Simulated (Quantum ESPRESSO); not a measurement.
## LiCl (Fm-3m): phonon deformation potentials, worked out

Wanted: the shift of the optical mode of LiCl (Fm-3m) in a strained (001) layer.

Program: Quantum ESPRESSO 7.5. Level of theory: DFT LDA, scalar-relativistic, plane waves, PseudoDojo norm-conserving pseudopotentials. Results are calculated unless marked as measured.

The database entry behind the starting cell differs from later determinations by our own check (0.1 to 0.3 % short, probably kX units), so it need not match the best structure at ambient conditions.

## 1. The relaxed structure

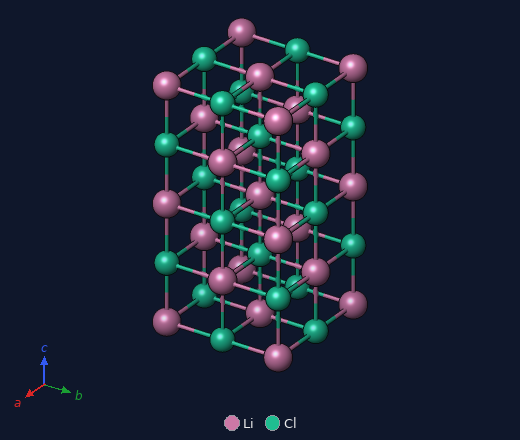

The starting structure, seen from a free direction (lithium pink, chlorine teal). 1×1×2 cells are drawn. This picture shows the conventional cell, with its axes. Some periodic images of atoms are drawn too.

As a file:

```cif
data_structure
_symmetry_space_group_name_H-M 'P 1'
_symmetry_Int_Tables_number 1
_cell_length_a 3.5104
_cell_length_b 3.5104
_cell_length_c 3.5104
_cell_angle_alpha 60.000
_cell_angle_beta 60.000
_cell_angle_gamma 60.000
_cell_volume 30.59
loop_
_atom_site_label
_atom_site_type_symbol
_atom_site_fract_x
_atom_site_fract_y
_atom_site_fract_z
_atom_site_occupancy
Li1 Li 0.00000 0.00000 0.00000 1
Cl2 Cl 0.50000 0.50000 0.50000 1
```

This is the cell after its relaxation at this level of theory, not the database cell from which that began.

## 2. Uniaxial strain

The relaxed cell is stretched along z alone. This keeps all atoms on sites fixed by symmetry and splits the threefold mode into a singlet, polarised along z, and a doublet. The macroscopic field is left out, so these are transverse modes. Cutoff 81 Ry, k mesh 8×8×8.

From the response at ε_zz = 0.01:

Log:

```text
[banners, grids, parts of the stress and lines that vanish by symmetry left out]
Program PHONON v.7.5
     Reading xml data from directory:

[...]
Exchange-correlation= PW
                           (   1   4   0   0   0   0   0)
[...]
kinetic-energy cut-off    =      81.0000  Ry
     charge density cut-off    =     324.0000  Ry
     convergence threshold     =      1.0E-18
[...]
Exchange-correlation= PW
                           (   1   4   0   0   0   0   0)
[...]
q = (   0.0000000   0.0000000   0.0000000 )
     17 Sym.Ops. (with q -> -q+G )
     G cutoff =  364.7802  (  20451 G-vectors)     FFT grid: ( 40, 40, 40)
     number of k points=    59
[...]
Mode symmetry, D_4h(4/mmm) point group:
[...]
Representation #   1 mode #   1
[...]
End of self-consistent calculation
     Convergence has been achieved
     Representation #   2 mode #   2
[...]
End of self-consistent calculation
     Convergence has been achieved
     Representation #   3 modes #   3   4
[...]
End of self-consistent calculation
     Convergence has been achieved
     Representation #   4 modes #   5   6
[...]
End of self-consistent calculation
     Convergence has been achieved
[...]
q = (    0.000000000   0.000000000   0.000000000 )
[...]
freq (    1) =      -0.036199 [THz] =      -1.207462 [cm-1]
     freq (    2) =      -0.036199 [THz] =      -1.207462 [cm-1]
     freq (    3) =      -0.025648 [THz] =      -0.855525 [cm-1]
     freq (    4) =       6.116791 [THz] =     204.034197 [cm-1]
     freq (    5) =       6.908874 [THz] =     230.455222 [cm-1]
     freq (    6) =       6.908874 [THz] =     230.455222 [cm-1]
[...]
Mode symmetry, D_4h(4/mmm) point group:
     freq (   1-   2) =         -1.2  [cm-1]   --> E_u  X_5' M_5'  I
     freq (   3-   3) =         -0.9  [cm-1]   --> A_2u X_4' M_4'  I
     freq (   4-   4) =        204.0  [cm-1]   --> A_2u X_4' M_4'  I
     freq (   5-   6) =        230.5  [cm-1]   --> E_u  X_5' M_5'  I

   JOB DONE.
```

```tsv
ε_zz	singlet (cm⁻¹)	doublet (cm⁻¹)	σ_zz (GPa)	σ_xx (GPa)
-0.01	253.43	226.34	-0.808	-0.234
-0.005	240.97	227.52	-0.390	-0.114
0	228.59	228.59	0.003	0.003
0.005	216.28	229.56	0.373	0.117
0.01	204.03	230.46	0.721	0.229
```

Stress is counted positive in tension.

## 3. The fit

To first order ω² − ω₀² = p ε_zz + q (ε_xx + ε_yy) for the mode along z, and likewise for x and y. With ε_zz alone the singlet gives p and the doublet q.

The linear terms of parabolas through ω² are p = -21.62 ω₀² and q = 1.80 ω₀², with ω₀ = 228.6 cm⁻¹. Those of the stresses are C11 = 76 GPa and C12 = 23 GPa. Under hydrostatic strain p and q imply γ = −(p + 2q)/(6 ω₀²) = 3.00.

A layer held to an in-plane strain ε and free along z takes ε_zz = −2 (C12/C11) ε = -0.606 ε. To first order the singlet then shifts by (q − p C12/C11) ε / ω₀ = 1907 ε cm⁻¹. For ε = 0.004, ε_zz = -0.00242, the formulas for ω² predict 236.09 cm⁻¹ for the singlet and 218.82 cm⁻¹ for the doublet.

## 4. A biaxially strained cell

This run was no part of the fit.

Log:

```text
[banners, grids, parts of the stress and lines that vanish by symmetry left out]
[banner, memory and clock lines left out]
Program PHONON v.7.5

[...]
Exchange-correlation= PW
                           (   1   4   0   0   0   0   0)
[...]
kinetic-energy cut-off    =      81.0000  Ry
     charge density cut-off    =     324.0000  Ry
     convergence threshold     =      1.0E-18
[...]
Exchange-correlation= PW
                           (   1   4   0   0   0   0   0)
[...]
q = (   0.0000000   0.0000000   0.0000000 )
     17 Sym.Ops. (with q -> -q+G )
     G cutoff =  361.7252  (  20339 G-vectors)     FFT grid: ( 40, 40, 40)
     number of k points=    59
[...]
Mode symmetry, D_4h(4/mmm) point group:
[...]
Representation #   1 mode #   1
[...]
End of self-consistent calculation
     Convergence has been achieved
     Representation #   2 mode #   2
[...]
End of self-consistent calculation
     Convergence has been achieved
     Representation #   3 modes #   3   4
[...]
End of self-consistent calculation
     Convergence has been achieved
     Representation #   4 modes #   5   6
[...]
End of self-consistent calculation
     Convergence has been achieved
[...]
q = (    0.000000000   0.000000000   0.000000000 )
[...]
freq (    1) =      -0.008742 [THz] =      -0.291608 [cm-1]
     freq (    2) =      -0.008742 [THz] =      -0.291608 [cm-1]
     freq (    3) =       0.023882 [THz] =       0.796619 [cm-1]
     freq (    4) =       6.565968 [THz] =     219.017113 [cm-1]
     freq (    5) =       6.565968 [THz] =     219.017113 [cm-1]
     freq (    6) =       7.078432 [THz] =     236.111075 [cm-1]
[...]
Mode symmetry, D_4h(4/mmm) point group:
     freq (   1-   2) =         -0.3  [cm-1]   --> E_u  X_5' M_5'  I
     freq (   3-   3) =          0.8  [cm-1]   --> A_2u X_4' M_4'  I
     freq (   4-   5) =        219.0  [cm-1]   --> E_u  X_5' M_5'  I
     freq (   6-   6) =        236.1  [cm-1]   --> A_2u X_4' M_4'  I
```

```tsv
mode	predicted (cm⁻¹)	run (cm⁻¹)
singlet	236.09	236.11
doublet	218.82	219.02
```

The stress along z is 0.002 GPa and that in the plane 0.335 GPa; the unstrained cell carries 0.003 GPa.

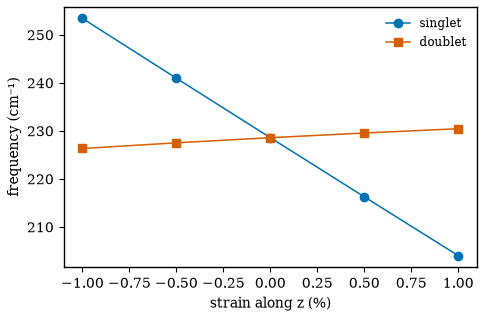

The two components under uniaxial strain.

## 5. Summary of results

```json
{
 "p (in units of the squared frequency)": "-21.62",
 "q (same units)": "1.798",
 "shift of the singlet per unit of biaxial strain": "1907 cm⁻¹",
 "C11 and C12": "76 and 23 GPa"
}
```

In words: To first order, one per cent of tensile biaxial strain moves the singlet of LiCl (Fm-3m) by 19.1 cm⁻¹ and the doublet by -23.9 cm⁻¹; the formulas miss the test run by up to 0.20 cm⁻¹. In the rock-salt structure this mode is infrared active and has no first-order Raman line. The third potential, r, needs shear strain, which was not run. These are harmonic values at zero temperature.

[Host names and launcher messages were left out of these logs when they were recorded.]

[Logs are printed without paths, hosts, clocks, repeated set-up lines and the standing remarks that a program may print on its own settings, such as how far it seeks lower states.]

[Hosts, paths, dates, database ids (printed as entryN), source tags and the programs' standing remarks are cut or masked in the printed files.]
